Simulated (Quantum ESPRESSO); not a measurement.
# 2H-MoS2, 1 layer, stepped through biaxial strain, part 3 of 6

Aim: how the results for 2H-MoS2, 1 layer change with biaxial strain.

Quantum ESPRESSO 7.5; plane-wave DFT, PBE, GBRV ultrasoft pseudopotentials.

So far. Step 2 (Relaxing cell and ions of the reference):  The last row is no step: it is a fresh SCF in the final cell with a new plane-wave basis, -0 meV from the row before. Step 3 (Relaxation with pw.x, -4 %): The relaxation lowers the energy by 13 meV an atom.

### 4. Ground state, -4 %

The self-consistent run of this member.

m0.scf.in

```
&control
  prefix = 'm0.scf'
  outdir = './out'
  pseudo_dir = './pseudo'
  calculation = 'scf'
  tprnfor = .true.
/
&system
  ibrav = 0
  nat = 3
  ntyp = 2
  ecutwfc = 40
  ecutrho = 200
  occupations = 'smearing'
  smearing = 'fd'
  degauss = 0.002
  nbnd = 17
/
&electrons
  conv_thr = 1e-09
  mixing_beta = 0.4
  electron_maxstep = 120
  mixing_mode = 'plain'
/
ATOMIC_SPECIES
  S   32.0600  s_pbe_v1.4.uspp.F.UPF
  Mo  95.9500  mo_pbe_v1.uspp.F.UPF
CELL_PARAMETERS angstrom
  3.05571195648000 0.00000000000000 0.00000000000000
  -1.52785597824000 2.64632418048000 0.00000000000000
  0.00000000000000 0.00000000000000 18.26259773800000
ATOMIC_POSITIONS crystal
  S   0.333333333300 0.666666666700 0.412007689200
  Mo  0.000000000000 0.000000000000 0.500000000000
  S   0.333333333300 0.666666666700 0.587992310800
K_POINTS automatic
  12 12 1 0 0 0
```

Started as:

```console
OMP_NUM_THREADS=1 mpirun -n 4 pw.x -nk 4 -in m0.scf.in > m0.scf.out
```

Log:

```text
[banner, memory and clock lines left out]
Program PWSCF v.7.5 starts
[citation notice left out]

[...]
Message from routine setup:
[...]
bravais-lattice index     =            0
     lattice parameter (alat)  =       5.7745  a.u.
     unit-cell volume          =     996.5856 (a.u.)^3
     number of atoms/cell      =            3
     number of atomic types    =            2
     number of electrons       =        26.00
     number of Kohn-Sham states=           17
     kinetic-energy cutoff     =      40.0000  Ry
     charge density cutoff     =     200.0000  Ry
     scf convergence threshold =      1.0E-09
     mixing beta               =       0.4000
     number of iterations used =            8  plain     mixing
     Exchange-correlation= SLA  PW   PBE  PBE
                           (   1   4   3   4   0   0   0)

[...]
PseudoPot. # 1 for S  read from file:
     ./pseudo/s_pbe_v1.4.uspp.F.UPF
     Pseudo is Ultrasoft + core correction, Zval =  6.0
     Generated by new atomic code, or converted to UPF format
     Using radial grid of  907 points,  6 beta functions with:
                l(1) =   0
                l(2) =   0
                l(3) =   1
                l(4) =   1
                l(5) =   2
                l(6) =   2
     Q(r) pseudized with  8 coefficients,  rinner =    1.300   1.300   1.300
                                                       1.300   1.300

     PseudoPot. # 2 for Mo read from file:
     ./pseudo/mo_pbe_v1.uspp.F.UPF
     Pseudo is Ultrasoft + core correction, Zval = 14.0
     Generated by new atomic code, or converted to UPF format
     Using radial grid of  889 points,  6 beta functions with:
                l(1) =   0
                l(2) =   0
                l(3) =   1
                l(4) =   1
                l(5) =   2
                l(6) =   2
     Q(r) pseudized with  6 coefficients,  rinner =    1.000   1.000   1.000
                                                       1.000   1.000

     atomic species   valence    mass     pseudopotential
     S                 6.00    32.06000     S ( 1.00)
     Mo               14.00    95.95000     Mo( 1.00)

     12 Sym. Ops. (no inversion) found

[...]
number of k points=    19  Fermi-Dirac smearing, width (Ry)=  0.0020
[...]
Dense  grid:    47453 G-vectors     FFT dimensions: (  25,  25, 160)

     Smooth grid:    34081 G-vectors     FFT dimensions: (  24,  24, 144)

     Initial potential from superposition of free atoms

     starting charge      25.9989, renormalised to      26.0000

     negative rho (up, down):  2.263E-03 0.000E+00
     Starting wfcs are   21 randomized atomic wfcs

     per-process dynamical memory:    66.2 Mb

     Self-consistent Calculation

     iteration #  1     ecut=    40.00 Ry     beta= 0.40
     Davidson diagonalization with overlap
     ethr =  1.00E-02,  avg # of iterations =  2.2

     Threshold (ethr) on eigenvalues was too large:
     Diagonalizing with lowered threshold

     Davidson diagonalization with overlap
     ethr =  5.10E-04,  avg # of iterations =  2.0

     negative rho (up, down):  2.317E-03 0.000E+00

     total energy              =    -187.67806385 Ry
     estimated scf accuracy    <       0.16467990 Ry

     iteration #  2     ecut=    40.00 Ry     beta= 0.40
[...]
negative rho (up, down):  2.285E-03 0.000E+00

[...]
total energy              =    -187.68920139 Ry
     estimated scf accuracy    <       0.19441966 Ry

     iteration #  3     ecut=    40.00 Ry     beta= 0.40
[...]
negative rho (up, down):  2.299E-03 0.000E+00

[...]
total energy              =    -187.71893932 Ry
     estimated scf accuracy    <       0.01066166 Ry

     iteration #  4     ecut=    40.00 Ry     beta= 0.40
[...]
negative rho (up, down):  2.306E-03 0.000E+00

[...]
total energy              =    -187.71998721 Ry
     estimated scf accuracy    <       0.00123025 Ry

     iteration #  5     ecut=    40.00 Ry     beta= 0.40
[...]
negative rho (up, down):  2.302E-03 0.000E+00

[...]
total energy              =    -187.72016689 Ry
     estimated scf accuracy    <       0.00016075 Ry

     iteration #  6     ecut=    40.00 Ry     beta= 0.40
[...]
negative rho (up, down):  2.297E-03 0.000E+00

[...]
total energy              =    -187.72020092 Ry
     estimated scf accuracy    <       0.00000465 Ry

     iteration #  7     ecut=    40.00 Ry     beta= 0.40
[...]
negative rho (up, down):  2.298E-03 0.000E+00

[...]
total energy              =    -187.72020386 Ry
     estimated scf accuracy    <       0.00000615 Ry

     iteration #  8     ecut=    40.00 Ry     beta= 0.40
[...]
negative rho (up, down):  2.297E-03 0.000E+00

[...]
total energy              =    -187.72020466 Ry
     estimated scf accuracy    <       0.00000022 Ry

     iteration #  9     ecut=    40.00 Ry     beta= 0.40
[...]
negative rho (up, down):  2.298E-03 0.000E+00

[...]
total energy              =    -187.72020476 Ry
     estimated scf accuracy    <       0.00000012 Ry

     iteration # 10     ecut=    40.00 Ry     beta= 0.40
[...]
negative rho (up, down):  2.298E-03 0.000E+00

[...]
total energy              =    -187.72020475 Ry
     estimated scf accuracy    <       0.00000005 Ry

     iteration # 11     ecut=    40.00 Ry     beta= 0.40
[...]
negative rho (up, down):  2.298E-03 0.000E+00

[...]
End of self-consistent calculation

          k = 0.0000 0.0000 0.0000 (  4263 PWs)   bands (ev):

   -60.7409 -34.9589 -34.5825 -34.5825 -14.4172 -13.1704  -5.8964  -2.3047
    -2.3047  -2.2025  -1.1149  -1.1149  -0.4676   3.1377   3.1377   3.2750
     3.2750

          k = 0.0000 0.0962 0.0000 (  4226 PWs)   bands (ev):

   -60.7367 -34.9514 -34.6205 -34.5911 -14.2972 -13.1146  -5.7568  -2.5713
    -2.5042  -2.1790  -1.3060  -1.0185  -0.4738   2.9003   2.9733   3.1428
     3.3257

[...]
the Fermi energy is     1.0249 ev

!    total energy              =    -187.72020476 Ry
     estimated scf accuracy    <          4.4E-10 Ry
     smearing contrib. (-TS)   =      -0.00000000 Ry
     internal energy E=F+TS    =    -187.72020476 Ry

     The total energy is F=E-TS. E is the sum of the following terms:
     one-electron contribution =   -1037.45400444 Ry
     hartree contribution      =     520.11969125 Ry
     xc contribution           =     -36.40049738 Ry
     ewald contribution        =     366.01460581 Ry

     convergence has been achieved in  11 iterations

     negative rho (up, down):  2.298E-03 0.000E+00

     Forces acting on atoms (cartesian axes, Ry/au):

     atom    1 type  1   force =     0.00000000    0.00000000   -0.00015104
     atom    2 type  2   force =     0.00000000    0.00000000    0.00000000
     atom    3 type  1   force =     0.00000000    0.00000000    0.00015104

     Total force =     0.000214     Total SCF correction =     0.000049
     SCF correction compared to forces is large: reduce conv_thr to get better values

[...]
```

Run time: 18 s. Hardware: 4 MPI ranks of Intel Xeon at 2.70GHz, shared host; peak memory 0.45 GiB; 68 s of CPU time.

Numbers from this step:

- free energy: -2554.0635 eV
- Fermi energy: 1.025 eV
- valence top, on the run's zero: 0.07012 eV
- conduction bottom, on the run's zero: 1.788 eV
- gap by band count: 1.718 eV

### 5. Electrostatic potential, -4 %

plot_num = 11 writes the bare and Hartree potential, from which vacuum levels or, in a crystal, the mean potential are read.

m0.pot.in

```
&inputpp
  prefix = 'm0.scf'
  outdir = './out'
  filplot = 'm0.pot.dat'
  plot_num = 11
/
```

Started as:

```console
OMP_NUM_THREADS=1 mpirun -n 4 pp.x -in m0.pot.in > m0.pot.out
```

Log:

```text
[banner, memory and clock lines left out]
Program POST-PROC v.7.5 starts

          URL

     ./out/m0.scf.save/

     IMPORTANT: XC functional enforced from input :
     Exchange-correlation= PBE
                           (   1   4   3   4   0   0   0)
     Any further DFT definition will be discarded
     Please, verify this is what you really want

     negative rho (up, down):  2.298E-03 0.000E+00

     Calling punch_plot, plot_num =  11
     Writing data to file  m0.pot.dat
     Message from routine chdens:
     namelist plot not found or invalid, exiting
```

Wall time 2.9 s (4 MPI ranks); peak memory 0.09 GiB; 5.6 s of CPU time.

Read from the output:

* slope of the potential above: 6.47e-5 eV/Å
* upper vacuum line continued to the top atoms, over the valence top: 5.770 eV
* slope of the potential below: -4.53e-5 eV/Å
* lower vacuum line continued to the bottom atoms, over the valence top: 5.770 eV
* vacuum level at the upper face over the valence top of the mesh: 5.771 eV
* vacuum level at the lower face over the valence top of the mesh: 5.771 eV

Electrostatic potential energy of an electron; zero at the highest filled level of the SCF mesh. Table of potential energy, planar mean by z:

```tsv
z (Å)	potential energy, planar mean (eV)
0	5.77
1	5.77
2	5.77
3	5.77
4	5.77
5	5.75
6	5.32
7	-4.37
8	-8.32
9	-28.0
10	-5.91
11	-11.3
12	4.74
13	5.72
14	5.77
15	5.77
16	5.77
17	5.77
18	5.77
```

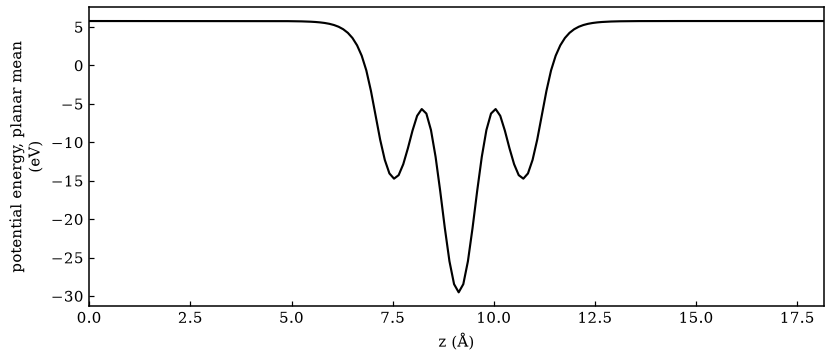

Potential energy, planar mean, plotted against z.

[end of part 3 of 6]

[Logs are printed without paths, hosts, clocks, repeated set-up lines and the standing remarks that a program may print on its own settings, such as how far it seeks lower states.]

[Hosts, paths, dates, database ids (printed as entryN), source tags and the programs' standing remarks are cut or masked in the printed files.]

[Maps of the electrostatic potential energy from Ansatz leave out the sawtooth potential of an applied field or a dipole correction, so their vacuum need not be flat; planar profiles and work functions include it.]
